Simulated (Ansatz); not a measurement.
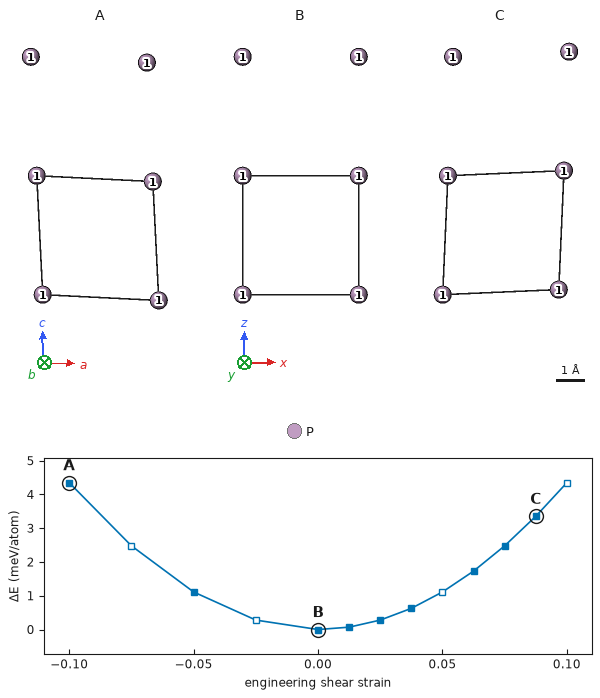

A scan of solid P (P4/mmm): the cell is strained in shear in the xz plane, with the atoms kept at their fractional coordinates. x, y and z are the Cartesian axes of the input. The lettered frames are marked on the plot. Hollow markers are points alike by symmetry, not computed again. Style: ball-and-stick. Shown: the cell of the calculation, repeated 1 × 2 × 2 with one cell outlined, along the b axis.

Method: Ansatz 0.2.0, DFT PBEsol+D3(BJ), scalar-relativistic, plane waves, PAW. Settings: plane-wave cutoff 420 eV; k-point mesh 12 × 12 × 12; occupations gaussian; smearing width 0.15 eV; no spin polarisation. Energies (free energies at the smearing named) are counted from the cell as listed in its source, which wasn't relaxed.

### Describe the profile.

Of the computed points the lowest is at the strain 0.00, 0.00 meV/atom. The unrelaxed reference is under a pressure of −4.0 GPa. The distortion takes the space group from P4/mmm to P2/m. At the strain −0.10 the cell of the drawing goes a 4.273 → 4.278 Å, c 4.378 → 4.383 Å, β 90.0° → 95.7°.

The computed points:

| engineering shear strain | ΔE (meV/atom) |
| --- | --- |
| −0.1000 | 4.35 |
| −0.0750 | 2.48 |
| −0.0500 | 1.11 |
| −0.0250 | 0.28 |
| 0.0000 | 0.00 |
| 0.0125 | 0.07 |
| 0.0250 | 0.28 |
| 0.0375 | 0.63 |
| 0.0500 | 1.11 |
| 0.0625 | 1.73 |
| 0.0750 | 2.48 |
| 0.0875 | 3.35 |
| 0.1000 | 4.35 |

Points that are alike by symmetry were computed once.
